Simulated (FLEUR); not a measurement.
**A series of single points on Ta**

System: Ta (Im-3m, 1 atom in the cell).
Method: Kohn-Sham DFT of a periodic cell, WC, all-electron, no spin polarisation (FLEUR MaX-R8.1 (later development tree)).

The 5 runs differ only in the geometry, by an even scaling of the cell at fixed fractional positions. The structure derives from an entry of the Crystallography Open Database.

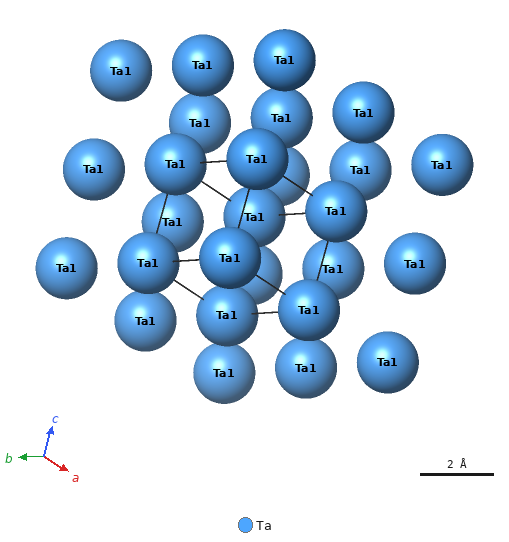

Figure 1. The structure of run 3 (spheres-only view of the cell of the calculation, repeated 2 × 2 × 2, seen at an oblique angle; atoms are numbered from 1 in the order of the input).

**Input of run 3**
```
<?xml version="1.0" encoding="UTF-8" standalone="no"?>
<fleurInput fleurInputVersion="0.39">
   <comment>
      Ta                                                                                                  
   </comment>
   <calculationSetup>
      <cutoffs Kmax="4.1" Gmax="12.7" GmaxXC="12.7" numbands="0"/>
      <scfLoop itmax="60" minDistance="0.00001" maxIterBroyd="15" imix="Anderson" alpha="0.05" precondParam="0.0" spinf="2.0" sdNocoIR="T"/>
      <coreElectrons ctail="T" frcor="F" kcrel="0" coretail_lmax="0"/>
      <xcFunctional name="wc" relativisticCorrections="F"/>
      <magnetism jspins="1"/>
      <soc l_soc="F" theta="0.0" phi="0.0" spav="F"/>
      <expertModes spex="0" secvar="F"/>
      <geometryOptimization l_f="F" forcealpha="1.0" forcemix="BFGS" epsdisp="0.00001" epsforce="0.00001"/>
      <ldaU l_linMix="F" mixParam="0.05" spinf="1.0"/>
   </calculationSetup>
   <cell>
      <bzIntegration valenceElectrons="27.0" mode="hist" fermiSmearingEnergy="0.00183747">
         <kPointListSelection listName="default-1"/>
         <!-- k-points included here -->
         <xi:include xmlns:xi="http://www.w3.org/2001/XInclude" href="kpts.xml"> </xi:include>
      </bzIntegration>
      <!-- symmetry operations included here -->
      <xi:include xmlns:xi="http://www.w3.org/2001/XInclude" href="sym.xml"> </xi:include>
      <bulkLattice scale="1.0000000000">
         <bravaisMatrix>
            <row-1>   -3.1204669550294879     3.1204669550294879     3.1204669550294879</row-1>
            <row-2>    3.1204669550294879    -3.1204669550294879     3.1204669550294879</row-2>
            <row-3>    3.1204669550294879     3.1204669550294879    -3.1204669550294879</row-3>
         </bravaisMatrix>
      </bulkLattice>
   </cell>
   <atomSpecies>
      <species name="Tantalum (Ta)" element="Ta" atomicNumber="73">
         <mtSphere radius="2.45" gridPoints="827" logIncrement="0.016"/>
         <atomicCutoffs lmax="10" lnonsphr="8"/>
         <electronConfig flipSpins="F">
            <coreConfig>(1s1/2) (2s1/2) (2p1/2) (2p3/2) (3s1/2) (3p1/2) (3p3/2) (4s1/2) (3d3/2) (3d5/2) (4p1/2) (4p3/2) (4d3/2) (4d5/2)</coreConfig>
            <valenceConfig>(5s1/2) (5p1/2) (5p3/2) (6s1/2) (4f5/2) (4f7/2) (5d3/2) (5d5/2)</valenceConfig>
            <stateOccupation state="(5d3/2)" spinUp="0.600000" spinDown="0.600000"/>
            <stateOccupation state="(5d5/2)" spinUp="0.900000" spinDown="0.900000"/>
         </electronConfig>
         <energyParameters s="6" p="6" d="5" f="4"/>
         <lo type="SCLO" l="0" n="5" eDeriv="0"/>
         <lo type="SCLO" l="1" n="5" eDeriv="0"/>
         <lo type="SCLO" l="2" n="5" eDeriv="2"/>
         <lo type="SCLO" l="3" n="4" eDeriv="2"/>
      </species>
   </atomSpecies>
   <atomGroups>
      <atomGroup species="Tantalum (Ta)">
         <relPos label="                   1">.0000000000 .0000000000 .0000000000</relPos>
         <force calculate="T" relaxXYZ="TTT"/>
      </atomGroup>
   </atomGroups>
   <output dos="F" band="F" slice="F">
      <checks vchk="F" cdinf="F"/>
      <bandDOS minEnergy="-.5*Htr" maxEnergy="0.5*Htr" sigma="0.015" storeEVData="T"/>
      <vacuumDOS vacdos="F" integ="F" star="F" nstars="0" locx1="0.0" locy1="0.0" locx2="0.0" locy2="0.0" nstm="0" tworkf="0.0"/>
      <unfoldingBand unfoldBand="F" supercellX="1" supercellY="1" supercellZ="1"/>
      <plotting iplot="0" polar="F">
         <plot TwoD="T" vec1="  1.0  0.0  0.0" vec2="  0.0  1.0  0.0" vec3="  0.0  0.0  1.0" zero="  0.0  0.0  0.0" file="plot"/>
      </plotting>
      <chargeDensitySlicing numkpt="0" minEigenval="0.0" maxEigenval="0.0" nnne="0" pallst="F"/>
      <specialOutput eonly="F"/>
      <moessbauerParams electricFieldGradient="T" isomerShift="T" coreHyperfine="T" valenceHyperfine="T"/>
      <magneticCircularDichroism mcd="F" energyLo="-10.0" energyUp="0.0"/>
   </output>
  <!-- We include the file relax.xml here to enable relaxations (see documentation) -->
  <xi:include xmlns:xi="http://www.w3.org/2001/XInclude" href="relax.xml"> <xi:fallback/> </xi:include>
</fleurInput>
```

Command:
```bash
inpgen -f crystal.txt -profile fastHighL; fleur_MPI
```

Run 2 has the same physical settings and fractional positions; its lattice vectors (Å) are:
```
  -1.628963    1.628963    1.628963
   1.628963   -1.628963    1.628963
   1.628963    1.628963   -1.628963
```

**Results, with one run withheld**

| run | volume per atom (Å³) | free energy per atom, from the lowest run given (meV) |
| --- | --- | --- |
| 1 | 16.930 | 21.08 |
| 2 | 17.290 | ? |
| 3 | 18.010 | 0.00 |
| 4 | 18.731 | 32.00 |
| 5 | 19.091 | 59.00 |

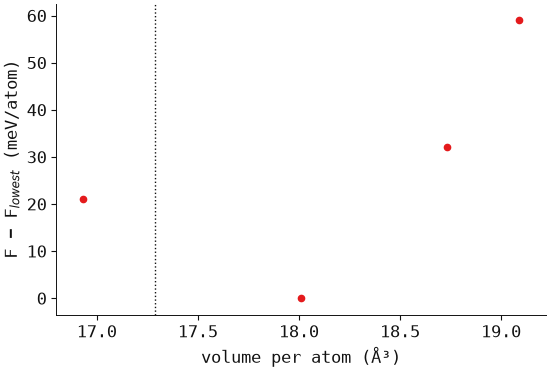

Figure 2. Free energy per atom of the runs given; the dotted line marks run 2.

Fit the runs given and predict run 2.

A quadratic polynomial in V^(−2/3) (the Birch–Murnaghan form), fitted to the 4 runs given, misses them by at most 0.08 meV per atom. With x = V^(−2/3) − 0.14475 Å⁻², it reads F = 3.9294 − 5861.4 x + 1.2054e+06 x² (meV per atom). At run 2 it gives 3.60 meV per atom, and the run itself gives 3.41. The fit has its minimum at 17.710 Å³ per atom, where V d²F/dV² gives 210 GPa: the bulk modulus at this level, since symmetry fixes the shape and the positions.

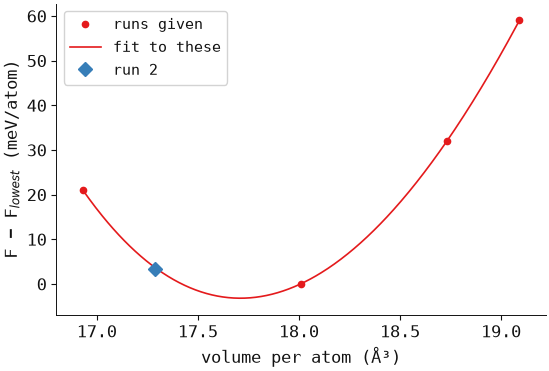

Figure 3. The fit and the withheld run.

**Output (run 2)**
```
Welcome to FLEUR        (www.flapw.de)
      MaX-Release 8.1          (www.max-centre.eu)

 ========== k-point set info ==========
 Selected k-point list: default-1
 k-point list type: mesh
 11 x 11 x 11
 Number of k points: 56

 ------------Calculation Setup---------------------------
 Number of MPI-tasks      :            1
 Number of PE/node        :            1
 Number of OMP-threads    :            1
 Most efficient MPI parallelization for:
           1           2           4           7           8          14          28          56
 Additional eigenvalue parallelization possible
 Number of basis functions:          172
 Approximate size of matrices (H+S) per k-point:         0.000 GB
 --------------------------------------------------------

 Iteration:     1   Distance:      11.16020781 me/bohr^3

 Iteration:     2   Distance:      10.05512968 me/bohr^3

 Iteration:     3   Distance:       5.24519860 me/bohr^3

 Iteration:     4   Distance:       1.20650183 me/bohr^3

 Iteration:     5   Distance:       1.09686591 me/bohr^3

 Iteration:     6   Distance:       0.23495911 me/bohr^3

 Iteration:     7   Distance:       0.21929799 me/bohr^3

 Iteration:     8   Distance:       0.02144655 me/bohr^3

 Iteration:     9   Distance:       0.00260916 me/bohr^3

 Iteration:    10   Distance:       0.00244750 me/bohr^3

 Iteration:    11   Distance:       0.00005671 me/bohr^3

 Iteration:    12   Distance:       0.00004924 me/bohr^3

 Iteration:    13   Distance:       0.00000154 me/bohr^3

 ********************************************************************
 Run finished successfully
 Stop message:
   all done
 ********************************************************************
```

Notes: Spin–orbit coupling is left out, which matters for Ta.
